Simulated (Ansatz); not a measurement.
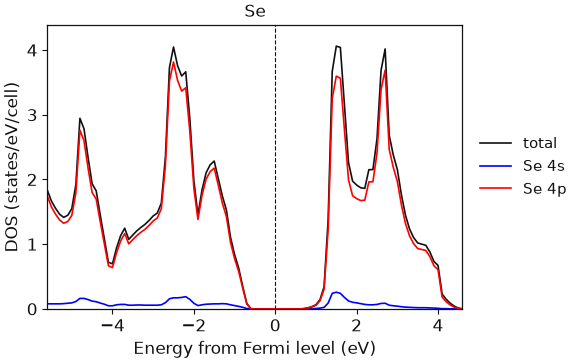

Density of states. Energies are counted from the Fermi level. The partial curves are projected on Löwdin-orthogonalised atomic shells.

This input was run:

```
crystal:
  lattice:
    - [4.0663877628, 0.0, 0.0]
    - [-2.0331938814, 3.5215951043, 0.0]
    - [0.0, 0.0, 5.1281022137]
  atoms:
    - { symbol: Se, position: [0.2474441088, 0.0, 0.1666666667] }
    - { symbol: Se, position: [0.0, 0.2474441088, 0.8333333333] }
    - { symbol: Se, position: [0.7525558912, 0.7525558912, 0.5] }
basis:
  ecutwfc: 420
kpoints:
  mp_grid: { grid: [6, 6, 4] }
  band_path:
    path:
      - [[0.0, 0.0, 0.0], [0.5, 0.0, 0.0], [0.33333333, 0.33333333, 0.0], [0.0, 0.0, 0.0], [0.0, 0.0, 0.5], [0.5, 0.0, 0.5], [0.33333333, 0.33333333, 0.5], [0.0, 0.0, 0.5]]
      - [[0.5, 0.0, 0.5], [0.5, 0.0, 0.0]]
      - [[0.33333333, 0.33333333, 0.5], [0.33333333, 0.33333333, 0.0]]
    npoints: 4
hamiltonian:
  xc: hse06
scf:
  occupations: { method: gaussian, width: 0.02 }
output:
  forces: true
  stress: true
  eigenvalues: true
  populations: true
  dos: { projected: true, de: 0.02 }
  bader: false
  write_density: true
  write_potential: true
  elf: true
  volumetric_format: npy
```

Launched with:
```bash
ansatz run input.yaml --threads 2 --pin off --max-ram 5120MiB --backend cpu --events-out ev --progress --plain --runs-dir out
```

Is there a gap at the Fermi level, and how wide?

Answer. There is a gap; over the k points computed it is 1.11 eV.

What is the character of the states on either side of the gap?

Answer. By projected weight, the top eV of the valence band is Se 4p almost alone; the bottom eV of the conduction band is Se 4p almost alone.

The atoms aren't at rest in this cell (largest force 0.6 eV/Å), so the relaxed material can differ.
